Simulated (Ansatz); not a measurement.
System: a (111) slab cut from GdN (Fm-3m), unrelaxed, ended by N above and Gd below, 8 atoms in the cell.

```
Gd N
1.0
     3.52451    0.00000    0.00000
    -1.76225    3.05231    0.00000
     0.00000    0.00000   25.07212
Gd N
4 4
Direct
  0.33333 0.66667 0.29914
  0.00000 0.00000 0.41392
  0.66667 0.33333 0.52869
  0.33333 0.66667 0.64347
  0.66667 0.33333 0.35653
  0.33333 0.66667 0.47131
  0.00000 0.00000 0.58608
  0.66667 0.33333 0.70086
```

Level of theory: DFT PBE, scalar-relativistic, plane waves, PAW, spin-polarised, 12×12×1 k mesh, 420 eV cutoff, Gaussian smearing of 0.1 eV; code Ansatz.

What does the potential across the slab give for the work function?

The work function is 7.34 eV at the right face and 3.59 eV at the left. The vacuum level is 3.76 eV higher at the right than at the left, so the slab carries a dipole along its normal; the ramp in the vacuum, at or near the edge of the plot, is the dipole correction that keeps each side flat. The outermost atoms are 10.1 Å apart, which leaves 15.0 Å of vacuum in a cell 25.1 Å high.

The run may have settled in a state above the lowest, so this need not be the ground state. The atoms aren't at rest in this cell (largest force 2.2 eV/Å), so the relaxed material can differ. Spin-orbit coupling is left out, which matters for Gd.

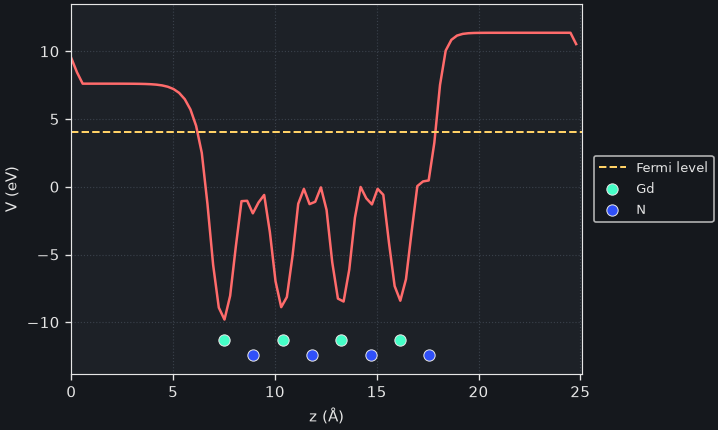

Plane-averaged electrostatic potential energy of an electron across the slab; circles at the bottom mark the heights of the atoms.
